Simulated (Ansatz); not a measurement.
System: Ir₂O₅, space group Pn-3m (No. 224) (one of a set of cubic test structures, which need not be the stable phase).

Computed with Ansatz 0.2.0 development build: equation of state of a cubic crystal from periodic Kohn-Sham density functional theory without spin, third-order Birch-Murnaghan fit to the free energies; pressure corrected for the finite basis. Level: PBE.

| setting | value |
| --- | --- |
| structure type | cubic X2O5 |
| atoms in cell | 14 |
| space group number | 224 |
| lattice centring | simple cubic |
| k mesh | 22×22×22 |
| occupation method | Fermi–Dirac |
| occupation width | 0.06123 eV |
| wave cutoff | 420 eV |
| datasets | soft-1 PAW |
| density tolerance | 1.3e−07 eV |
| bands | 78 |
| density cutoff ratio | 4 |
| search for lower states | default |

Predict the energy above the lowest point and pressure against volume. The volume takes the values 8.7941, 8.9812, 9.1683, 9.3554, 9.5425, 9.7297, 9.9168 Å³/atom.

A third-order Birch–Murnaghan fit gives V0 = 9.35 Å³/atom, B0 = 242 GPa and B′ = 4.8. The energy above the lowest point is 28.0 meV/atom at volume 8.7941 Å³/atom and 23.2 meV/atom at 9.9168 Å³/atom; the lowest computed point is at volume 9.3554 Å³/atom (0.0 meV/atom), and no other minimum shows. The pressure falls from 17.1 GPa at volume 8.7941 Å³/atom to −12.4 GPa at 9.9168 Å³/atom, and changes sign near 9.35 Å³/atom.

```tsv
volume (Å³/atom)	energy above the lowest point (meV/atom)	pressure (GPa)
8.7941	28.0	17.1
8.9812	11.8	10.7
9.1683	2.7	5.0
9.3554	0.0	-0.2
9.5425	2.9	-4.7
9.7297	10.8	-8.8
9.9168	23.2	-12.4
```

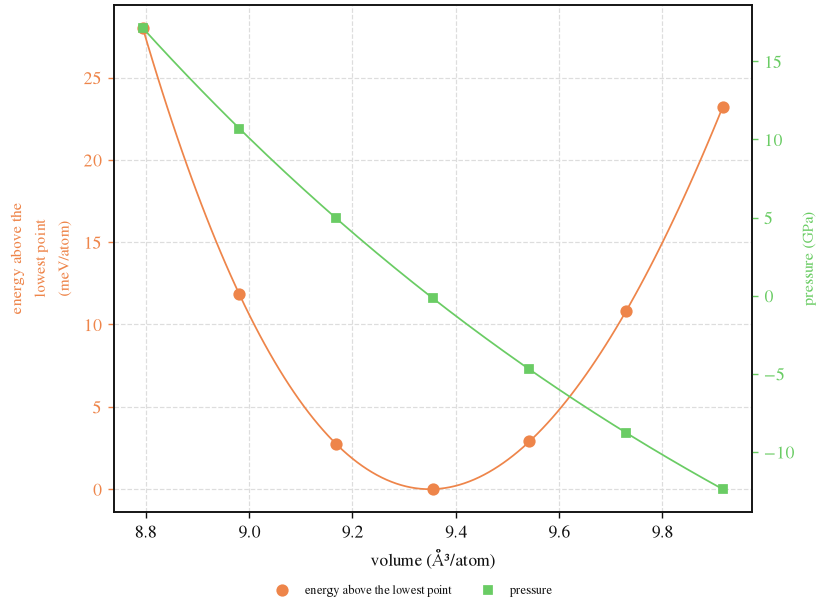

Keep in mind: cubic model structure, not the ambient form; no spin polarisation, a magnetic state may lie lower.
